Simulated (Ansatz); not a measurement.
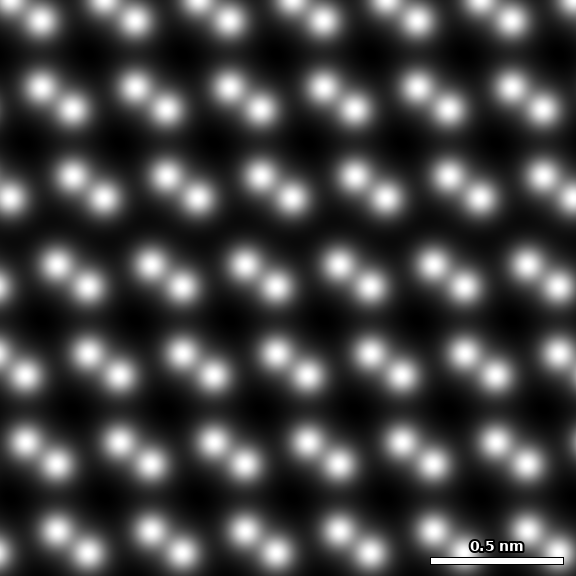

iDPC-like image of W (Fd-3m, No. 227) along [110]. Simulated as the projected potential of neutral atoms (B = 0.5 Å²) blurred by a 0.77 Å probe, the thin-sample limit of integrated differential phase contrast. The display is stretched by a gamma of 0.8; percentages refer to the linear signal.

One planar defect was built into the perfect crystal by geometry alone, without relaxation. Host structure: a calculation's starting geometry; the starting structure was generated, so it need not be a known form of this composition.

**Where does the periodic pattern break, and how?**

A planar fault (a stacking fault) runs horizontally about 9 Å below the top edge. The part above it is shifted along the boundary by 1/2 of the 3.59 Å repeat of the rows (1.8 Å to the right, the same as to the left); both parts keep the same orientation.
